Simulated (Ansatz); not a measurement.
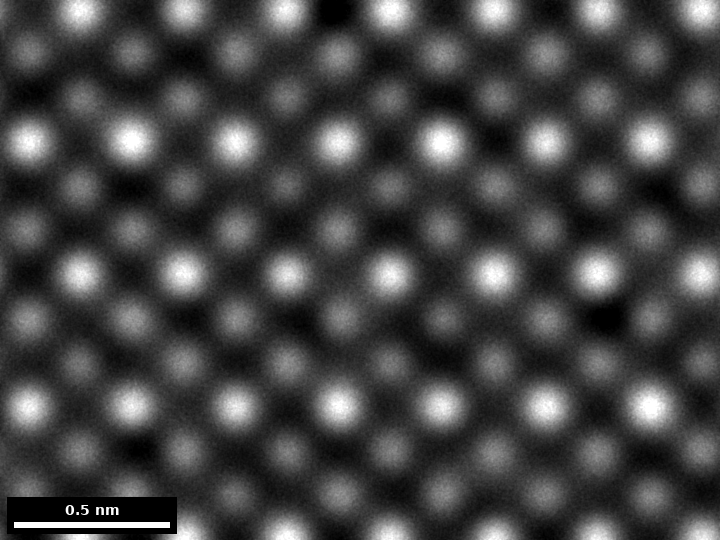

Integrated-DPC-like image of Br (P6_3/mmc, No. 194). Simulated as the projected potential of neutral atoms (B = 0.5 Å²) blurred by a 0.97 Å probe, the thin-sample limit of integrated differential phase contrast. Shot noise and the speckle of an amorphous layer were added. Structure: coordinates from a relaxation with DFT PBE, scalar-relativistic, plane waves, PAW (Ansatz 0.2.0); the starting structure was generated, so it need not be a known form of this composition.

```cif
data_structure
_symmetry_space_group_name_H-M 'P6_3/mmc'
_symmetry_Int_Tables_number 194
_cell_length_a 4.9109
_cell_length_b 4.9109
_cell_length_c 9.0239
_cell_angle_alpha 90.000
_cell_angle_beta 90.000
_cell_angle_gamma 120.000
_cell_volume 188.47
loop_
_atom_site_label
_atom_site_type_symbol
_atom_site_symmetry_multiplicity
_atom_site_Wyckoff_symbol
_atom_site_fract_x
_atom_site_fract_y
_atom_site_fract_z
_atom_site_occupancy
Br1 Br 2 b 0.00000 0.00000 0.75000 1
Br2 Br 2 d 0.33333 0.66667 0.75000 1
```

Q: Which beam direction gives this image, [101], [100], [201] or [210]? (Directions equivalent by symmetry count as one.)

A: [201]. The projected cells are 4.31 × 4.77 Å, 117° for [101]; 4.25 × 9.02 Å, 90° for [100]; 3.32 × 4.57 Å, 111° for [201]; 2.46 × 4.51 Å, 90° for [210], and the image repeats as the [201] one does.
